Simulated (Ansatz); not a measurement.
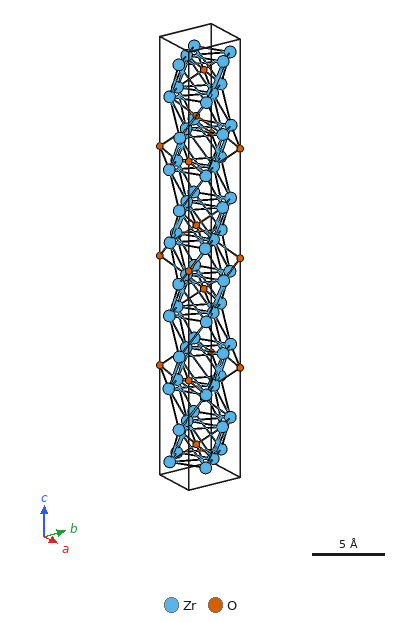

*The structure (ball-and-stick view of the cell 3 times as large as that of the calculation, set on its symmetry axes, seen slightly off an axis). An atom can appear more than once, as a periodic image.*

Near neighbours in the periodic cell (some may lie outside the picture): Zr has 1 O at 2.28 Å and 12 Zr at 3.16 to 3.29 Å; Zr has 2 O at 2.27 Å and 12 Zr at 3.18 to 3.35 Å; O has 6 Zr at 2.27 to 2.28 Å.

# Zr$_{4}$O: band-structure calculation (part 1 of 2)

- system: Zr$_{4}$O (15 atoms in the cell)
- method: DFT r2SCAN, scalar-relativistic, plane waves, PAW, no spin polarisation (Ansatz 0.2.0)

The structure derives from a Materials Project entry.

**Log**
```
basis.fft_grid_basis auto: the FFT boxes are laid along the combinations [[1, -1, 0], [0, 1, 0], [0, -1, 1]] of the cell's own vectors, 5.653, 10.872 and 5.653 Å long. The dense box has 45×80×45 points. Along the cell's own vectors, as sized, it would have 80×80×80, 3.16 times as many. Of the 6 symmetry operations that the crystal satisfies within crystal.symmetry.tolerance (time reversal apart; of a slab, those that keep its plane) the dense box along the cell's own vectors carries 6, and the one as laid loses 4 of those. basis.fft_grid_basis: typed keeps the cell's own vectors: state it where this run's energies or levels are differenced outside the engine with another run's, or held beside a run that keeps those vectors. Those combinations have planes normal to reciprocal vector 3, as the cell's own vectors have. Each planar average written beside output.write_density, output.write_potential has a row for each plane of the box: 45. The volumetric files lie along those combinations, not along the cell's own vectors: a cube or XSF file states them, and fields.json those of NumPy files.
scf.n_extra_bands = 37 over 81 filled bands (N_el = 162.0): the run solves 118 bands
Engine: ansatz 0.2.0, x86_64-unknown-linux-gnu
Pseudopotentials: kind: paw
Pseudopotential: Zr, paw, valence charge 12, recommended cutoff 500 eV (meta_gga), Zr.paw.azcp
Pseudopotential: O, paw, valence charge 6, recommended cutoff 500 eV (meta_gga), O.paw.azcp
Functional definition: r2SCAN
  parameter k0 = 0.174
  parameter k1 = 0.065
  parameter a1 = 4.9479
  exchange = r2scan_x(k0 = k0, k1 = k1, a1 = a1)
  correlation = r2scan_c
Crystal: 15 atoms, lattice volume = 287.009 Å³
Basis set: ecut = 500 eV, 7309 PW (Γ), FFT grids on a1−a2, a2, −a2+a3, exchange–correlation on 180×320×180 points (64 copies of the dense FFT grid, shifted against one another)
Bands: 118, of which v1, the nominal top of the filled ones, is band 81 counted from 1 (80 counted from 0)
Symmetry: 6 space group operations
Space group: R-3 (ITA 148), of the structure as read, at distance tolerance 6.6e-5 Å
k-points: 40 of 216
Non-local potential: Zr, projectors of the file, l = 0: 3, l = 1: 2, l = 2: 2, l = 3: 2
Non-local potential: O, projectors of the file, l = 0: 2, l = 1: 2, l = 2: 1
PAW form: soft (Blöchl's): semilocal exchange-correlation on the pseudo side does not see the compensation charge
PAW frozen core: Zr, regenerated for the run's functional (the file was generated under x = pbe(κ = 0.804, μ = 0.2195149727645171), c = pbe(β = 0.06672455060314922))
PAW frozen core: O, regenerated for the run's functional (the file was generated under x = pbe(κ = 0.804, μ = 0.2195149727645171), c = pbe(β = 0.06672455060314922))
PAW one-centre angular grid: Zr, 590 points (default); XC on 160 Gauss nodes
PAW one-centre angular grid: O, 302 points (default); XC on 160 Gauss nodes
Initial density: superposition of atomic densities (neutral atoms: chi_scale 0, normalization atom), corrected by the library's trained network
Initial wavefunctions: pseudopotential atomic-orbital guess
Functional: x = r2scan, c = r2scan; τ floored in thin density (d = 2e-4 eV/Å³)
SCF iter   1: F=—  HF=-52056.246372 eV  |F-HF|=—  |Δ(HF+E_count)|=         —  Δρ=1.29e-2  dr2=7.29e-1  dr2_τ=3.46e-1  ethr=1.77e-3  ⟨swp⟩=4.8  Hψ=17784  notcnv=0  defer=145
preconditioner: auto → Kerker (q_TF=auto, 2.480 Å⁻¹)  [metal: Δε(μ)=0.038 eV  Ē_g=6.139 eV  σ=0.100 eV  W_gap=0.21  n_scr=68 (ndim 8)  ℏωp=17.0 eV  f_vac=0.000  D(μ)=5.00/eV (n_scr^D=28)]
SCF iter   2: F=—  HF=-52056.681686 eV  |F-HF|=—  |Δ(HF+E_count)|=   4.35e-1  Δρ=6.59e-3  dr2=1.47e-1  dr2_τ=8.76e-3  ethr=4.50e-4  ⟨swp⟩=2.0  Hψ=7187  notcnv=0  defer=1053
SCF iter   3: F=—  HF=-52056.674512 eV  |F-HF|=—  |Δ(HF+E_count)|=   7.17e-3  Δρ=2.16e-3  dr2=1.39e-2  dr2_τ=1.13e-3  ethr=9.05e-5  ⟨swp⟩=2.0  Hψ=4867  notcnv=0  defer=1053
SCF iter   4: F=—  HF=-52056.676377 eV  |F-HF|=—  |Δ(HF+E_count)|=   1.86e-3  Δρ=7.41e-4  dr2=1.82e-3  dr2_τ=2.01e-4  ethr=8.56e-6  ⟨swp⟩=2.6  Hψ=6558  notcnv=0  defer=1053
SCF iter   5: F=—  HF=-52056.676462 eV  |F-HF|=—  |Δ(HF+E_count)|=   8.49e-5  Δρ=3.75e-4  dr2=4.02e-4  dr2_τ=5.05e-5  ethr=1.12e-6  ⟨swp⟩=2.0  Hψ=5466  notcnv=0  defer=1053
SCF iter   6: F=—  HF=-52056.676451 eV  |F-HF|=—  |Δ(HF+E_count)|=   1.07e-5  Δρ=8.75e-5  dr2=2.61e-5  dr2_τ=1.75e-6  ethr=2.48e-7  ⟨swp⟩=2.0  Hψ=5111  notcnv=0  defer=1053
SCF iter   7: F=—  HF=-52056.676609 eV  |F-HF|=—  |Δ(HF+E_count)|=   1.59e-4  Δρ=5.39e-5  dr2=6.18e-6  dr2_τ=9.93e-7  ethr=1.61e-8  ⟨swp⟩=2.0  Hψ=5650  notcnv=0  defer=1053
SCF iter   8: F=—  HF=-52056.676609 eV  |F-HF|=—  |Δ(HF+E_count)|=   2.78e-7  Δρ=1.05e-5  dr2=3.33e-7  dr2_τ=1.96e-8  ethr=3.81e-9  ⟨swp⟩=2.0  Hψ=4948  notcnv=0  defer=1053
SCF iter   9: F=-52056.676609 eV  HF=-52056.676609 eV  |F-HF|=3.62e-9  |Δ(HF+E_count)|=   1.31e-7  Δρ=2.20e-6  dr2=2.15e-8  dr2_τ=9.06e-10  ethr=6.17e-11  ⟨swp⟩=13.0  Hψ=29792  notcnv=0
SCF 1 converged in 9 iterations: F = -52056.676609 eV  dr2 = 2.15e-8
  greatest PAW one-centre occupation: 0.989 electrons in one spin orbital (limit 2), on the Zr atom at site 10 (counted from 0), in its partial waves of l = 0
NSCF: frozen V_eff on 73 k-points
NSCF: frozen V_eff on 125 k-points
SCF converged after 9 iterations
Free energy (F): -52056.676609 eV
Harris-Foulkes:  -52056.676609 eV  (|F-HF|=3.62e-9)
Internal energy: -52056.652674 eV  (E = F + TS)
E sigma→0 (E₀):  -52056.664642 eV
Entropy (-TS):   -0.023935 eV (-1.596 meV/atom)
Fermi energy:    14.558630 eV
--- Per-component energies (eV) ---
  E_band       = -1196.520392
  E_kinetic    = 4520.657249
  E_local      = -8593.462452  (includes V_loc(G=0)·N_el)
  E_nonlocal   = 1093.701451
  E_hartree    = 2771.740162
  E_xc         = -2089.368561
  E_vxc        = -2848.920579  (∫ρ·V_xc dr)
  E_paw        = -36130.234834  (= ΣΔE_a)
  E_vpaw       = -1080.164766  (= ΣTr[D̂ρ^β])
  E_aug_tail   = 0.003126  (compensation charges beyond the density's cutoff)
  E_vtau       = 168.190014  (kinetic-family band-sum trace: ∫τ·v_τ [+ j·A + Jᵃ·Aᵃ] dr)
  E_ewald      = -13627.616093
  E_core_change = -2.072723  (= ΣΔE_core)
  E_smearing   = -0.023935  (= −TS)
  E_closure    = -0.000000  (closes the sum)
  Σ components = -52056.676609   (vs F -52056.676609, Δ=0.00e0)
--- Forces (eV/Å), atoms counted from 1 ---
  atom   1  Zr    -0.00097302    -0.00023128    -0.00035814
  atom   2  Zr    -0.00037833     0.00021729    -0.00027815
  atom   3  Zr     0.00028621     0.00095830    -0.00035814
  atom   4  Zr     0.00037735     0.00021900    -0.00027815
  atom   5  Zr     0.00068680    -0.00072702    -0.00035814
  atom   6  Zr     0.00000099    -0.00043629    -0.00027815
  atom   7  Zr    -0.00028621    -0.00095830     0.00035814
  atom   8  Zr    -0.00037735    -0.00021900     0.00027815
  atom   9  Zr     0.00097302     0.00023128     0.00035814
  atom  10  Zr     0.00037833    -0.00021729     0.00027815
  atom  11  Zr    -0.00068680     0.00072702     0.00035814
  atom  12  Zr    -0.00000099     0.00043629     0.00027815
  atom  13  O      0.00000000     0.00000000     0.00000000
  atom  14  O      0.00000000     0.00000000     0.00068559
  atom  15  O     -0.00000000    -0.00000000    -0.00068559
  max |Σ_I F_I| component: 1.95e-18 eV/Å
--- Stress (GPa, compression-positive) ---
       -0.004739      -0.000000       0.000000
        0.000000      -0.004739       0.000000
        0.000000       0.000000       0.000590
  P = ⅓ Tr σ = -0.0030 GPa (-0.030 kbar)
--- Band table (eV; the first three rows and the last of 40) ---
  k-point 0: bands = ["-36.1808", "-36.0970", "-36.0409", "-36.0332", "-36.0332", "-36.0289", "-36.0289", "-35.9561", "-35.9157", "-35.9157", "-35.9143", "-35.9143", "-14.4512", "-14.0685", "-13.8496", "-13.8496", "-13.8464", "-13.6894", "-13.6894", "-13.6832", "-13.6360", "-13.6360", "-13.5966", "-13.5966", "-13.5777", "-13.5371", "-13.5208", "-13.4747", "-13.4237", "-13.3681", "-13.3394", "-13.3394", "-13.2996", "-13.2938", "-13.2938", "-13.1847", "-13.1847", "-13.1392", "-13.1392", "-13.1279", "-13.1279", "-13.0741", "-13.0741", "-13.0190", "-13.0190", "-12.9779", "-12.9437", "-12.9437", "-7.2789", "-6.8752", "-6.5747", "6.9566", "6.9566", "7.0371", "7.3275", "7.4913", "7.4913", "7.7311", "7.9584", "7.9584", "9.3104", "11.1188", "11.3610", "12.4517", "12.7381", "12.8490", "13.0121", "13.0121", "13.0297", "13.0968", "13.0968", "13.2676", "13.3135", "13.3135", "13.5003", "13.9591", "13.9591", "14.2947", "14.2947", "14.3313", "14.5876", "14.8201", "14.8201", "14.8765", "14.9749", "14.9749", "14.9944", "14.9944", "15.4329", "15.7397", "15.7397", "16.0053", "16.0053", "16.4339", "16.6279", "16.6279", "16.7080", "17.0251", "17.0251", "17.3798", "17.4150", "17.4150", "17.6424", "17.8095", "17.9887", "18.4637", "18.4637", "18.4845", "18.4935", "18.4935", "18.8911", "18.8911", "18.9033", "18.9033", "19.0114", "19.0114", "19.1098", "19.3040"]
  k-point 1: bands = ["-36.1709", "-36.0911", "-36.0455", "-36.0417", "-36.0323", "-36.0276", "-36.0263", "-35.9515", "-35.9280", "-35.9249", "-35.9104", "-35.9097", "-14.4314", "-14.0898", "-13.9591", "-13.8770", "-13.7610", "-13.7347", "-13.7177", "-13.6721", "-13.6597", "-13.6443", "-13.5812", "-13.5666", "-13.5009", "-13.4806", "-13.4731", "-13.4513", "-13.4103", "-13.3600", "-13.3432", "-13.3260", "-13.2792", "-13.2745", "-13.2476", "-13.1988", "-13.1848", "-13.1613", "-13.1522", "-13.1371", "-13.1203", "-13.1060", "-13.0846", "-13.0613", "-13.0361", "-12.9988", "-12.9845", "-12.9537", "-7.2324", "-6.8747", "-6.6151", "6.9334", "6.9833", "7.0864", "7.3892", "7.4550", "7.4693", "7.7459", "7.8933", "7.9377", "9.6166", "11.2064", "11.5456", "12.3839", "12.4777", "12.5615", "12.7134", "12.7713", "12.9399", "13.0159", "13.1799", "13.2549", "13.3017", "13.4118", "13.6828", "13.8408", "13.8953", "14.1287", "14.2766", "14.3351", "14.5040", "14.6118", "14.6530", "14.8976", "15.0101", "15.0665", "15.1492", "15.1871", "15.6124", "15.7428", "15.8628", "15.9317", "16.2048", "16.2811", "16.5041", "16.5944", "16.6840", "16.9521", "17.0243", "17.2135", "17.4507", "17.5757", "17.6670", "17.8264", "18.0101", "18.2217", "18.3620", "18.3888", "18.4928", "18.6091", "18.6778", "18.7938", "18.9339", "19.0714", "19.2582", "19.3433", "19.3887", "19.4932"]
```
